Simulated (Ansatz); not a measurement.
## Electronic structure of WS₂ in real space

Input

```
crystal:
  lattice:
    - [3.3348488459, 0.0, 0.0]
    - [-1.6674244229, 2.6837196802, 0.0]
    - [0.0, 0.0, 12.5140350772]
  atoms:
    - { symbol: W, position: [0.3340677933, 0.6681760728, 0.25] }
    - { symbol: W, position: [0.6659322067, 0.3318239272, 0.75] }
    - { symbol: S, position: [0.3295123068, 0.6588983563, 0.627209029] }
    - { symbol: S, position: [0.6704876932, 0.3411016437, 0.127209029] }
    - { symbol: S, position: [0.3295123068, 0.6588983563, 0.872790971] }
    - { symbol: S, position: [0.6704876932, 0.3411016437, 0.372790971] }
basis:
  ecutwfc: 420
kpoints:
  mp_grid: { grid: [12, 12, 2] }
hamiltonian:
  xc: pbesol
scf:
  occupations: { method: gaussian, width: 0.02 }
output:
  forces: true
  stress: true
  eigenvalues: true
  write_density: true
  write_potential: true
  elf: true
  volumetric_format: npy
relax:
  adjacent_minimum: "off"
  f_tol: 0.008
  max_steps: 40
  cell: { stress_tol: 0.015, fix: [a, angles] }
```

Launched as:

```sh
ansatz run input.yaml --threads 1 --pin off --max-ram 2560MiB --backend cpu --events-out ev --progress --plain --runs-dir out
```

Below, planes, directions and counts refer to the conventional cell (a = 3.33 Å, b = 5.37 Å, c = 12.58 Å, α = 90.00°, β = 90.00°, γ = 90.03°).

The fields are those of the run's last geometry, not of the input's.

Space group Cmcm; a structure from a database of computed crystals, not necessarily the ambient phase; changed on purpose from its base cell (uniaxial strain along a, b, c and atoms relaxed: +6.0 %); computed pressure about −4 GPa in this cell.

All numbers below come from DFT PBEsol, scalar-relativistic, plane waves, PAW (Ansatz).

Core electrons are frozen (PAW), and the valence fields are smoothed inside the atomic spheres.

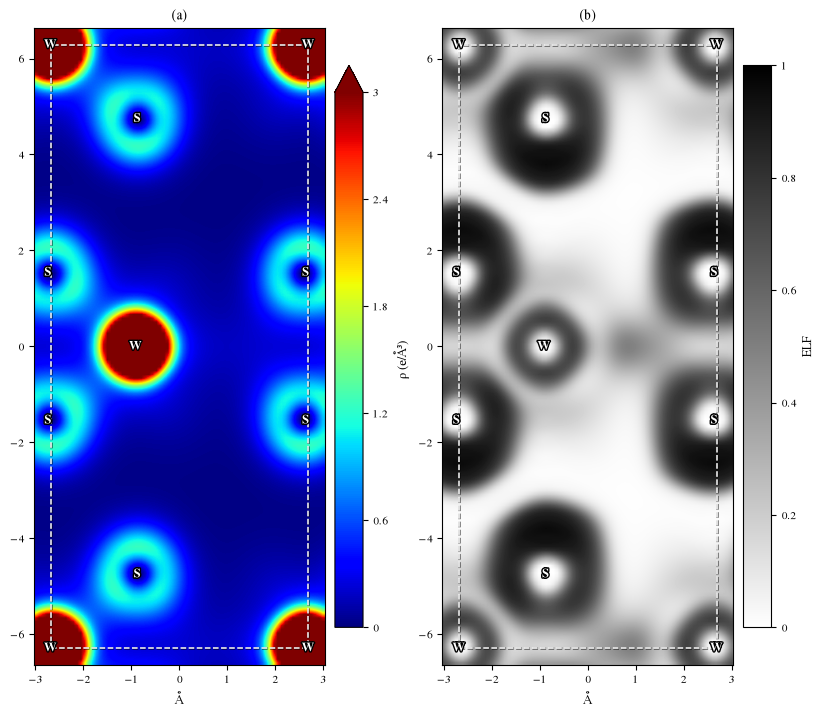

Figure 1. (a) valence charge density (pseudo); (b) ELF on the (100) plane of the conventional cell.

Read the bonding off the picture.

The section cuts through W and S sites. W–S (2.38 Å): ρ is about 0.66 e/Å³ halfway; the ELF peaks at about 0.85 in the valence shell of S, 0.8 Å from its nucleus, and is about 0.50 at the midpoint. Between the atoms the lowest density in this plane is 0.01 e/Å³. The features right at W lie inside the PAW spheres, where the map follows smoothed inner orbitals and isn't to be read closely.

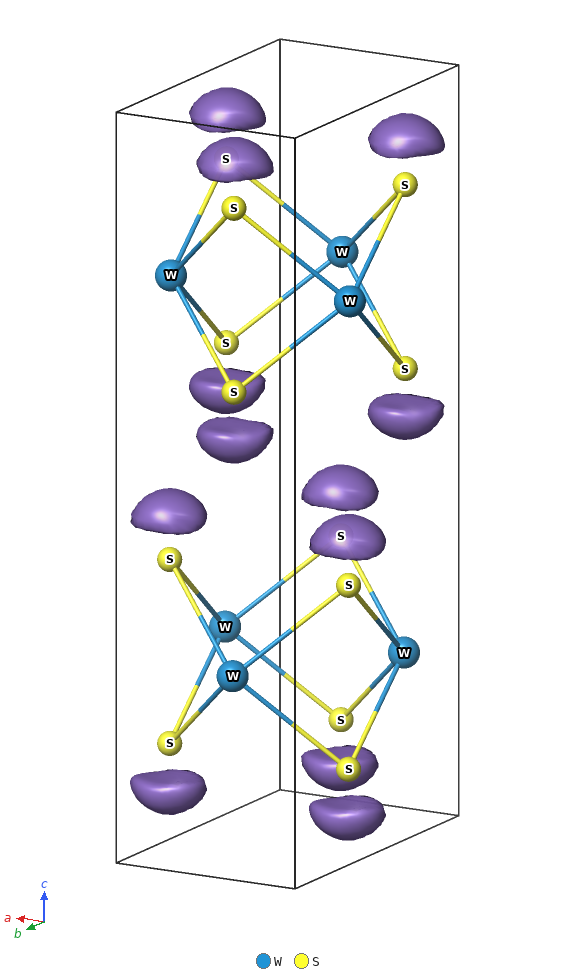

Figure 2. Isosurface of the electron localisation function at 0.9 (purple), seen at an oblique angle. Only the valence region is drawn (cores and ρ < 0.01 e/Å³ removed). Sticks mark near contacts.

What do the ELF domains correspond to?

The ELF exceeds this value in eight lobes on S, pointing away from the bonds (lone pairs), counted in one cell of 12 atoms. Regions shared between cells count once.


 W–S (2.43 Å): the ELF peaks at about 0.85 in the valence shell of S, 0.8 Å from its nucleus, and is about 0.50 at the midpoint.

Does the calculation make it a metal, or give it a gap?

It is gapped, with a Kohn–Sham gap of 0.89 eV on the k-point mesh, an upper bound to the gap of this method.
